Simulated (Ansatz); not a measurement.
# Cr in Al(111), 2x2: scattering by a point defect

Aim: the resistance that Cr in Al(111), 2x2 adds to the host.

Program: Ansatz 0.2.0. Level of theory: Ansatz plane-wave DFT, PBE, PAW files, collinear spin; ballistic transport by layer matching (Landauer), zero bias; PAW set soft_1. Results are calculated unless marked as measured.

### 1. The starting structure

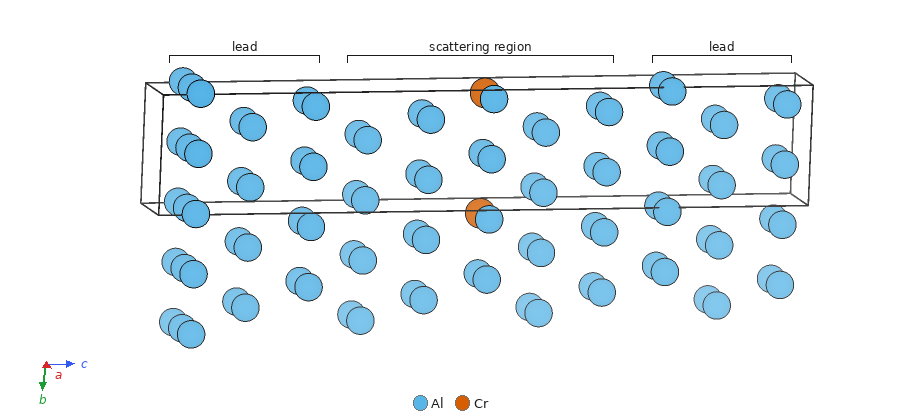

The starting structure, seen from the side, with the c axis across the page (aluminium blue, chromium orange). 1×2×1 cells are drawn. Some periodic images of atoms are drawn too.

The cell holds 44 atoms: 43 Al and 1 Cr. Cell: a = 5.725 Å, b = 5.725 Å, c = 25.761 Å, α = 86.8°, β = 93.2°, γ = 120.0°. It derives from Al. Regions: lead, 24 atoms (24 Al); scattering region, 20 atoms (19 Al and 1 Cr). The structure is stacked along c, and the current runs across the ab planes.

### 2. Transmission at ideal sites

The defect sits in one plane of the supercell, all atoms on ideal sites; the layers about the cell's end are the lead. The mesh across the current, 12×12, is finer than the density's, because channels open and close sharply across the zone. Energies from -0.1 to 0.1 eV in steps of 0.05 eV are too few for the program's thermal sum, so it prints no conductance; for a metal the transmission near the Fermi level serves, at a fraction of the cost.

Input file input.yaml:

```yaml
crystal:
  lattice:
    - [5.7246940741, 0.0, 0.0]
    - [-2.862347037, 4.957730497, 0.0]
    - [-1.4311735185, 0.8262884162, 25.7080622609]
  atoms:
    - { symbol: Al, position: [0.0075757576, 0.9924242424, 0.0454545455] }
    - { symbol: Al, position: [0.0075757576, 0.4924242424, 0.0454545455] }
    - { symbol: Al, position: [0.5075757576, 0.9924242424, 0.0454545455] }
    - { symbol: Al, position: [0.5075757576, 0.4924242424, 0.0454545455] }
    - { symbol: Al, position: [0.1893939394, 0.3106060606, 0.1363636364] }
    - { symbol: Al, position: [0.1893939394, 0.8106060606, 0.1363636364] }
    - { symbol: Al, position: [0.6893939394, 0.3106060606, 0.1363636364] }
    - { symbol: Al, position: [0.6893939394, 0.8106060606, 0.1363636364] }
    - { symbol: Al, position: [0.3712121212, 0.1287878788, 0.2272727273] }
    - { symbol: Al, position: [0.3712121212, 0.6287878788, 0.2272727273] }
    - { symbol: Al, position: [0.8712121212, 0.1287878788, 0.2272727273] }
    - { symbol: Al, position: [0.8712121212, 0.6287878788, 0.2272727273] }
    - { symbol: Al, position: [0.053030303, 0.946969697, 0.3181818182] }
    - { symbol: Al, position: [0.053030303, 0.446969697, 0.3181818182] }
    - { symbol: Al, position: [0.553030303, 0.946969697, 0.3181818182] }
    - { symbol: Al, position: [0.553030303, 0.446969697, 0.3181818182] }
    - { symbol: Al, position: [0.2348484848, 0.2651515152, 0.4090909091] }
    - { symbol: Al, position: [0.2348484848, 0.7651515152, 0.4090909091] }
    - { symbol: Al, position: [0.7348484848, 0.2651515152, 0.4090909091] }
    - { symbol: Al, position: [0.7348484848, 0.7651515152, 0.4090909091] }
    - { symbol: Cr, position: [0.4166666667, 0.0833333333, 0.5], spin: 2.5 }
    - { symbol: Al, position: [0.4166666667, 0.5833333333, 0.5] }
    - { symbol: Al, position: [0.9166666667, 0.0833333333, 0.5] }
    - { symbol: Al, position: [0.9166666667, 0.5833333333, 0.5] }
    - { symbol: Al, position: [0.0984848485, 0.9015151515, 0.5909090909] }
    - { symbol: Al, position: [0.0984848485, 0.4015151515, 0.5909090909] }
    - { symbol: Al, position: [0.5984848485, 0.9015151515, 0.5909090909] }
    - { symbol: Al, position: [0.5984848485, 0.4015151515, 0.5909090909] }
    - { symbol: Al, position: [0.2803030303, 0.2196969697, 0.6818181818] }
    - { symbol: Al, position: [0.2803030303, 0.7196969697, 0.6818181818] }
    - { symbol: Al, position: [0.7803030303, 0.2196969697, 0.6818181818] }
    - { symbol: Al, position: [0.7803030303, 0.7196969697, 0.6818181818] }
    - { symbol: Al, position: [0.4621212121, 0.0378787879, 0.7727272727] }
    - { symbol: Al, position: [0.4621212121, 0.5378787879, 0.7727272727] }
    - { symbol: Al, position: [0.9621212121, 0.0378787879, 0.7727272727] }
    - { symbol: Al, position: [0.9621212121, 0.5378787879, 0.7727272727] }
    - { symbol: Al, position: [0.1439393939, 0.8560606061, 0.8636363636] }
    - { symbol: Al, position: [0.1439393939, 0.3560606061, 0.8636363636] }
    - { symbol: Al, position: [0.6439393939, 0.8560606061, 0.8636363636] }
    - { symbol: Al, position: [0.6439393939, 0.3560606061, 0.8636363636] }
    - { symbol: Al, position: [0.3257575758, 0.1742424242, 0.9545454545] }
    - { symbol: Al, position: [0.3257575758, 0.6742424242, 0.9545454545] }
    - { symbol: Al, position: [0.8257575758, 0.1742424242, 0.9545454545] }
    - { symbol: Al, position: [0.8257575758, 0.6742424242, 0.9545454545] }
magnetization:
  spin_polarized: true
kpoints:
  mp_grid: { grid: [5, 5, 1] }
hamiltonian:
  xc: pbe
  pseudopotentials: { kind: paw, azcp: { folder: soft_1 } }
scf:
  occupations: { method: fermi_dirac, width: 0.1 }
output:
  transmission: { leads: [[0, 4]], kmesh: [12, 12], e_range: [-0.1, 0.1], de: 0.05 }
  write_potential: true
  write_density: true
  volumetric_format: npy
  elf: true
```

The run is started by

```
$ ansatz run input.yaml --threads 4 --pin off --max-ram 15360MiB --backend cpu --events-out ev --progress --plain --runs-dir out
```

Numbers of over 12 decimals in the logs are rounded to 6 here.

The log of the run:

```text
Engine: ansatz 0.2.0, aarch64-unknown-linux-gnu
Pseudopotentials: kind: paw
Pseudopotential: Al, paw, valence charge 3, recommended cutoff 420 eV (normal), soft_1/Al.paw.azcp
Pseudopotential: Cr, paw, valence charge 14, recommended cutoff 420 eV (normal), soft_1/Cr.paw.azcp
Functional definition: PBE
  parameter kappa = 0.804
  parameter beta = 0.066725
  exchange = pbe_x(kappa = kappa, mu = beta*pi^2/3)
  correlation = pbe_c(beta = beta)
Crystal: 44 atoms, lattice volume = 729.633 Å³
Basis set: ecut = 420 eV, 14337 PW (Γ)
Bands: 117, of which v1, the nominal top of the filled ones, is band 72 counted from 1 (71 counted from 0)
Symmetry: 4 space group operations
Space group: C2/m (ITA 12), of the structure as read, at distance tolerance 9.0e-5 Å
Magnetic group: BNS 12.58 (UNI 65), of the structure as read, at distance tolerance 9.0e-5 Å
k-points: 9 of 25
Non-local potential: Al, projectors of the file, l = 0: 2, l = 1: 2, l = 2: 1
Non-local potential: Cr, projectors of the file, l = 0: 3, l = 1: 2, l = 2: 3, l = 3: 1
PAW form: soft (Blöchl's): semilocal exchange-correlation on the pseudo side does not see the compensation charge
PAW one-centre angular grid: Al, 110 points (default); XC on 64 Gauss nodes
PAW one-centre angular grid: Cr, 590 points (default); XC on 64 Gauss nodes
Initial density: superposition of atomic densities (chi_scale 0.1, normalization cell)
Starting moments: Σ|m| = 2.5 μB on 1 of 44 sites
Initial wavefunctions: pseudopotential atomic-orbital guess
Functional: x = pbe(κ = 0.804, μ = 0.219515), c = pbe(β = 0.066725)
SCF iter   1: F=—  HF=-26492.129001 eV  |F-HF|=—  |Δ(HF+E_count)|=         —  Δρ=2.35e-2 (↑2.35e-2 ↓1.66e-2)  dr2=1.55e1  dr2_m=1.29e-1  M=1.980 μB ∫|m|=2.664 μB  β_m=0.30  ethr=3.10e-3  ⟨swp⟩=6.6  Hψ=9769  notcnv=0  defer=23
Mixer restart at iter 1: flushing history
preconditioner: auto → Kerker (q_TF=auto, 2.079 Å⁻¹)  [metal: Δε(μ)=0.027 eV  Ē_g=6.590 eV  σ=0.100 eV  W_gap=0.07  n_scr=96 (ndim 8)  ℏωp=16.0 eV  f_vac=0.000  D(μ)=22.07/eV (n_scr^D=152)]
spin=Collinear: Kerker preconditioning applied to the charge; magnetization (m = ρ↑ − ρ↓) channel mixes plain (no charge-response kernel on spin).
SCF iter   2: F=—  HF=-26491.664694 eV  |F-HF|=—  |Δ(HF+E_count)|=   4.64e-1  Δρ=1.03e-2 (↑9.44e-3 ↓1.03e-2)  dr2=3.53e0  dr2_m=5.87e-2  M=2.321 μB ∫|m|=2.997 μB  β_m=0.37  ethr=3.10e-3  ⟨swp⟩=3.7  Hψ=4895  notcnv=0  defer=172
SCF iter   3: F=—  HF=-26491.006381 eV  |F-HF|=—  |Δ(HF+E_count)|=   6.58e-1  Δρ=7.41e-3 (↑7.41e-3 ↓7.18e-3)  dr2=1.27e0  dr2_m=9.65e-2  M=2.441 μB ∫|m|=3.266 μB  β_m=0.67  ethr=2.47e-3  ⟨swp⟩=1.8  Hψ=2315  notcnv=0  defer=176
[...]
transmission: 278 of 2752 steps passed
transmission: 558 of 2752 steps passed
[...]
transmission: 2752 of 2752 steps passed
SCF converged after 13 iterations
Magnetization: 2.5894 μB (72.7947 up, 70.2053 down)
Absolute magnetization: 3.6853 μB (∫|ρ↑−ρ↓|, with the PAW one-centre terms)
Spin contamination: 1.1660 ħ² per cell (⟨S²⟩ above its minimum at these occupations)
Per-site moments (μB) at R_I (Å): [(-0.00139743, 1.180718), (-0.0028433, 1.180718), (0.000607895, 1.180718), (-0.00139743, 1.180718), (-0.000210303, 1.180718), (0.00113532, 1.180718), (0.00113532, 1.180718), (0.000707575, 1.180718), (-0.00178636, 1.180718), (-0.00278687, 1.180718), (-0.00278687, 1.180718), (-0.00314995, 1.180718), (-0.00357396, 1.180718), (0.00966638, 1.180718), (-0.00352898, 1.180718), (-0.00357396, [...]
Free energy (F): -26490.447146 eV
Harris-Foulkes:  -26490.447146 eV  (|F-HF|=4.58e-10)
Internal energy: -26489.740893 eV  (E = F + TS)
E sigma→0 (E₀):  -26490.094019 eV
Entropy (-TS):   -0.706253 eV (-16.051 meV/atom)
Fermi energy:    8.063784 eV
--- Per-component energies (eV) ---
  E_band       = 166.944208
  E_kinetic    = 1263.305099
  E_local      = -3264.757117  (includes V_loc(G=0)·N_el)
  E_nonlocal   = 474.896454
  E_hartree    = 1757.456180
  E_xc         = -1731.933203
  E_vxc        = -1395.811112  (∫ρ·V_xc dr)
  E_paw        = -21406.379766  (= ΣΔE_a)
  E_vpaw       = -425.600468  (= ΣTr[D̂ρ^β])
  E_aug_tail   = 0.000649  (compensation charges beyond the density's cutoff)
  E_ewald      = -3582.329188
  E_smearing   = -0.706253  (= −TS)
  E_closure    = 0.000000  (closes the sum)
  Σ components = -26490.447146   (vs F -26490.447146, Δ=0.00e0)
--- Band table (eV; the first three rows and the last of 18) ---
  k-point 0 ↑: bands = [... 68 lower, 6.7989, 6.8355, 6.9187, 7.0181, 7.0822, 7.3839, 7.5539, 7.5690, ... 41 higher]
  k-point 1 ↑: bands = [... 68 lower, 7.1192, 7.1552, 7.2395, 7.3427, 7.4658, 7.7276, 7.7613, 7.7876, ... 41 higher]
  k-point 2 ↑: bands = [... 68 lower, 7.9710, 8.0808, 8.1468, 8.1733, 8.2250, 8.3204, 8.3518, 8.4204, ... 41 higher]
  k-point 8 ↓: bands = [... 68 lower, 8.1485, 8.1688, 8.2389, 8.2490, 8.3918, 8.4604, 8.5072, 8.5819, ... 41 higher]
--- Transmission ---
  basis      : 253 plane waves across, 32 finite elements along
  points     : 43, standing for a mesh of 12 x 12
  energies   : 5 from -0.100000 to 0.100000 eV about the Fermi level, 0.050000 eV apart; the leads are filled to 0.000000 eV, and channels, transmission and decay are at 0.000000 eV
  crystal 0  : Al4, at the sites [0, 4], period 2.3371 Å, over 23.37 Å; its Hamiltonian steps by up to 11.3 meV
    offset         : up to 0.0000 Å between an atom of the period and one for which it stands
    channels       : 5.451389e0 up, 5.590278e0 down
    conductance    : none, the energies end too early or step too widely for 300 K: set another output.transmission.e_range or a lower de, or, where they end at an eighth of basis.ecutwfc, a higher one
  junction   : crystal 0 to crystal 0, 0.70 to 24.07 Å
    transmission   : 3.027224e0 up, 3.885922e0 down
    conductance    : none, the energies end too early or step too widely for 300 K: set another output.transmission.e_range or a lower de, or, where they end at an eighth of basis.ecutwfc, a higher one
```

Run time: 15 min. Hardware: 4 threads of Arm Neoverse V1, shared host; peak memory 2.8 GiB; 54 min of CPU time.

Reading the cycles: dr2 is the Hartree energy of the density residual (eV), the measure of convergence; HF is the Harris–Foulkes estimate of the energy, which meets the free energy F at convergence.

Numbers from this step:

* free energy: -26490.4471 eV
* energy at zero smearing: -26490.0940 eV
* Fermi energy: 8.064 eV
* magnetization: 2.589 μB
* absolute magnetization: 3.685 μB
* cell area: 28.38 Å²
* transmission, spin up: 3.027
* transmission, spin down: 3.886
* open channels, spin up: 5.451
* open channels, spin down: 5.590
* step of the lead's potential: 11.3 meV

Per spin. Table of transmission, zone mean by energy, zero at the Fermi level:

```tsv
energy (eV)	T up	T down
-0.1000	2.97	3.95
-0.0500	3.01	3.96
0.0000	3.03	3.89
0.0500	3.19	3.87
0.1000	3.31	3.90
```

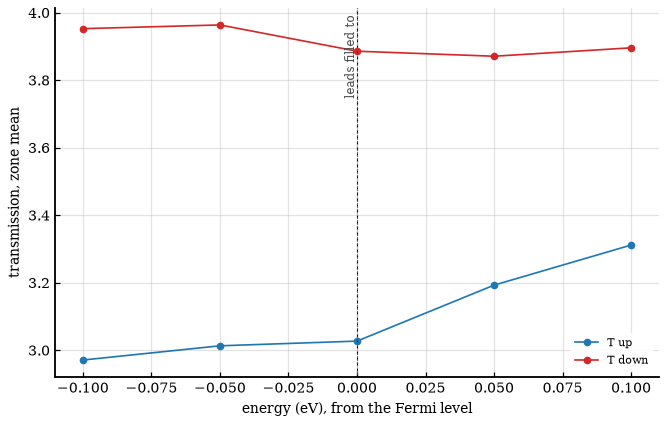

Transmission, zone mean, plotted against energy.

Per spin. The open channels, zone mean by energy, zero at the Fermi level:

```tsv
energy (eV)	lead up	lead down
-0.1000	5.51	5.59
-0.0500	5.59	5.59
0.0000	5.45	5.59
0.0500	5.51	5.51
0.1000	5.67	5.67
```

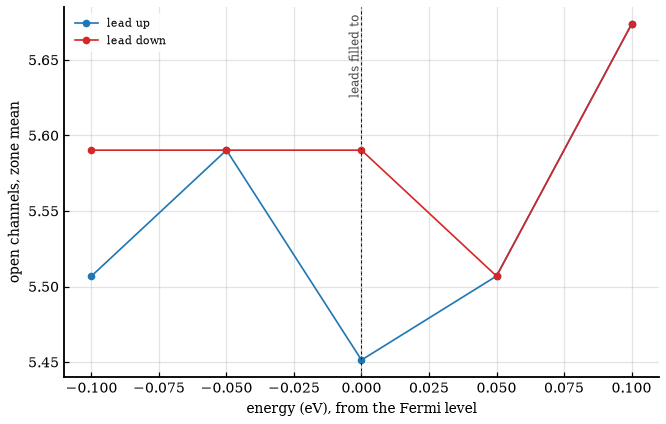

Open channels, zone mean against energy.

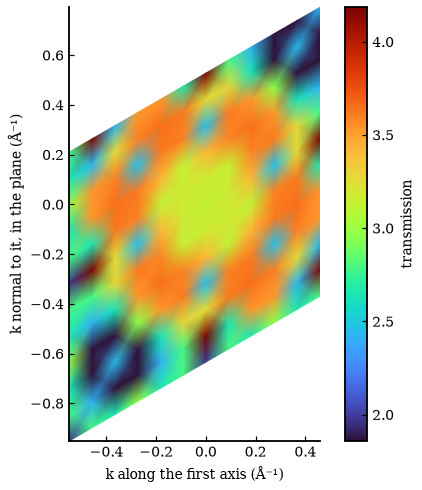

Transmission over k1 and k2. At 0.0000 eV from the Fermi level, spin up.

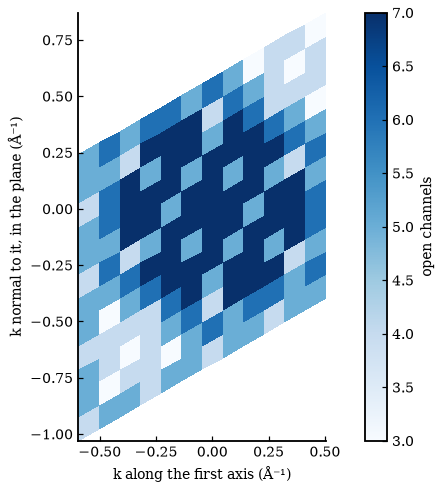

Open channels over k1 and k2. At 0.0000 eV from the Fermi level, spin up.

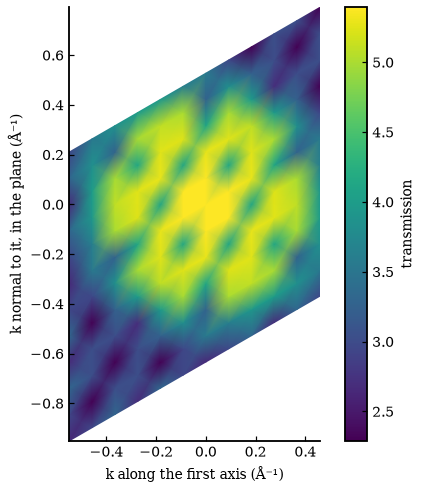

Transmission over k1 and k2. At 0.0000 eV from the Fermi level, spin down.

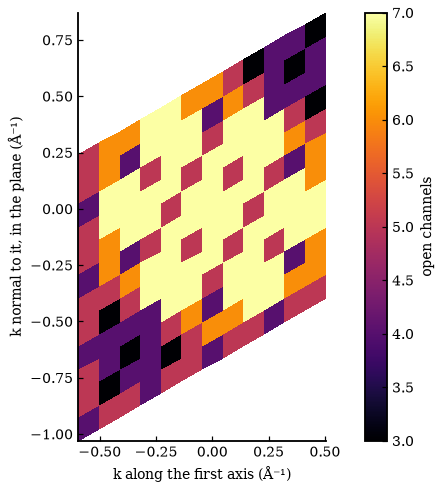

Open channels over k1 and k2. At 0.0000 eV from the Fermi level, spin down.

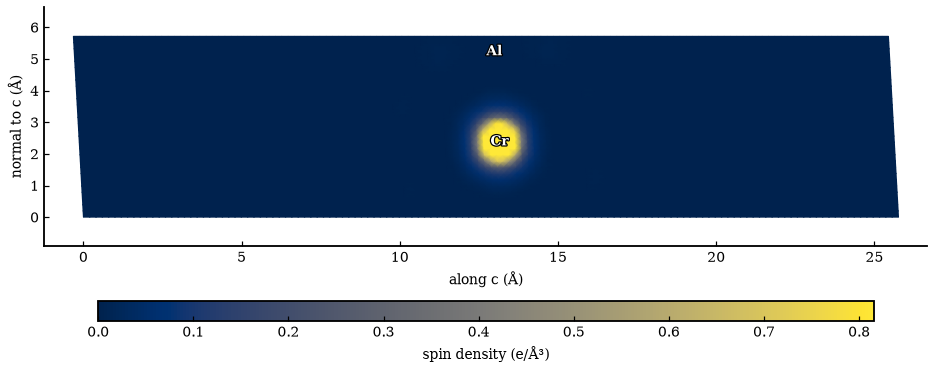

Spin density in the ca plane at fractional y = 0.083, with atoms of Cr and Al within 0.2 Å of it.

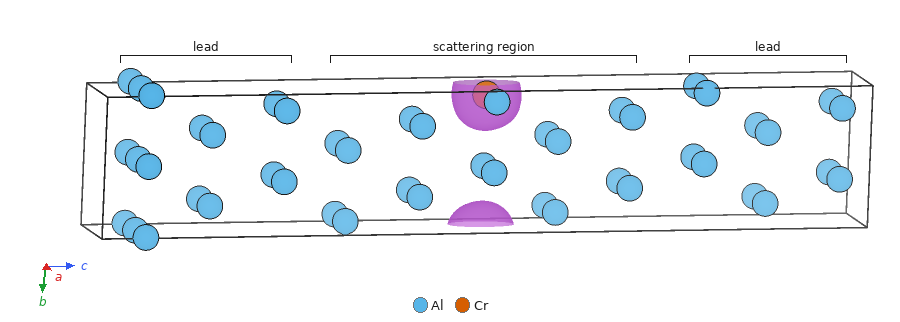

Surface of spin density = 0.058 e/Å³, which holds about 70 % of the integral of its size.

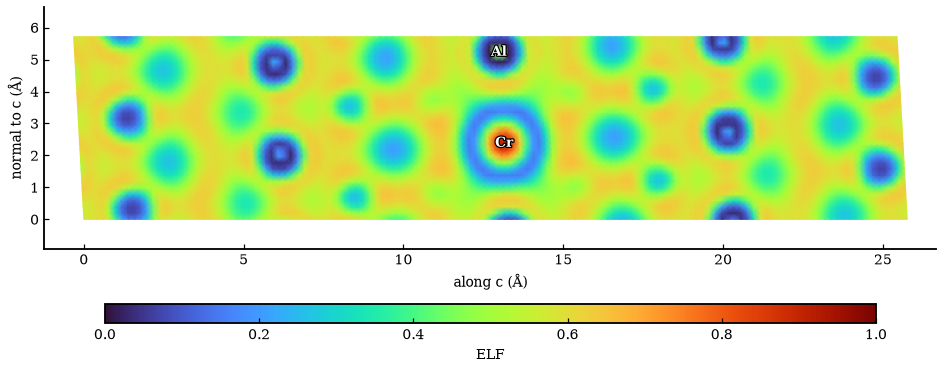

ELF in the ca plane at fractional y = 0.083, with atoms of Cr and Al within 0.2 Å of it. It is the smooth field of the valence electrons, not physical close to the nuclei.

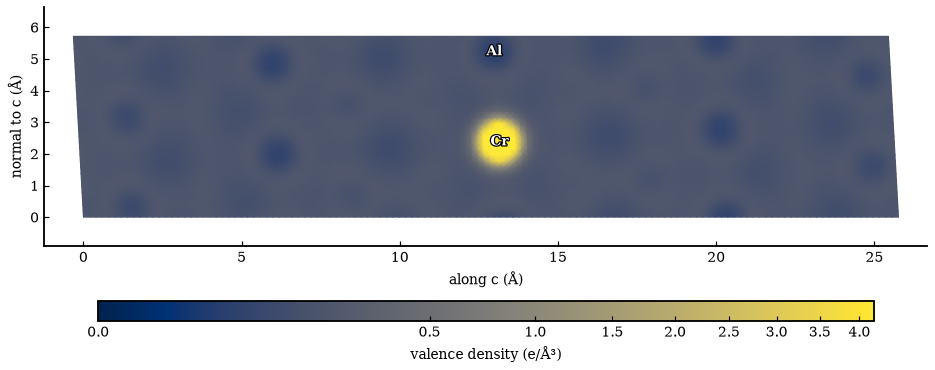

Valence density in the ca plane at fractional y = 0.083, with atoms of Cr and Al within 0.2 Å of it. It is the smooth field of the valence electrons, not physical close to the nuclei. The colour scale is stretched toward low values.

Nearest the Fermi level spin up passes 3.03 of 5.45 channels of the lower lead and spin down 3.89 of 5.59.

### 3. Resistance at ideal sites

This step: Ansatz plane-wave DFT, PBE, PAW files, collinear spin; ballistic transport by layer matching (Landauer), zero bias; area resistance of the defect plane and resistivity an atomic per cent; PAW set soft_1 (Ansatz 0.2.0).

Numbers from this step:

| Quantity | Value |
| --- | --- |
| area resistance | 0.3647 fΩ m² |
| T over the leads' mean channel count | 0.6305 |
| spin asymmetry γ | -0.3068 (R down - R up) / (R down + R up) |
| resistivity per at.% scaled from this dense plane, with the factor 3/4 for isotropic scattering | 4.681 µΩ cm |

Averaged over the energies near the Fermi level, 63.0 % of the channels pass, which makes 0.365 fΩ m².

By hand, with means over the energies near the Fermi level: RA per spin = A (h/e²)(1/T − ½[1/N₁ + 1/N₂]); spin up: 28.38×10⁻²⁰ m² × 25 813 Ω × (1/3.078 − ½[1/5.516 + 1/5.516]) = 1.05 fΩ m²; spin down: 28.38×10⁻²⁰ m² × 25 813 Ω × (1/3.907 − ½[1/5.562 + 1/5.562]) = 0.558 fΩ m². The spins conduct in parallel, so 1/RA = 1/1.05 + 1/0.558 and RA = 0.365 fΩ m²; γ = (0.558 − 1.05)/(0.558 + 1.05) = -0.31.

### 4. Outcome

```yaml
share_of_channels_that_pass_rigid: 0.630
area_resistance_rigid: 0.365 fΩ m²
resistivity_per_at_from_the_area_resistance_times_3_over_4_rigid: 4.68 µΩ cm
```

In words: The plane of defects adds 0.36 fΩ m². Scaled to one atomic per cent that is 6.2 µΩ cm as it stands and 4.7 with the factor 3/4 for isotropic scattering on a spherical Fermi surface; with the reflection in place of the resistance taken as linear in the density it would be 3.0. These are rough estimates of the dilute value, not bounds. One Cr in each 2x2 cell reflects 37 % of the lead's channels. The defect scatters spin up more strongly (asymmetry -0.31). The defects form a dense periodic sheet that scatters coherently, unlike a dilute random alloy. T and N are means over the solved energies nearest the Fermi level. One magnetic start was tried, and the two spins conduct in parallel without mixing.

[Logs are printed without paths, hosts, clocks, repeated set-up lines and the standing remarks that a program may print on its own settings, such as how far it seeks lower states.]

[Hosts, paths, dates, database ids (printed as entryN), source tags and the programs' standing remarks are cut or masked in the printed files.]
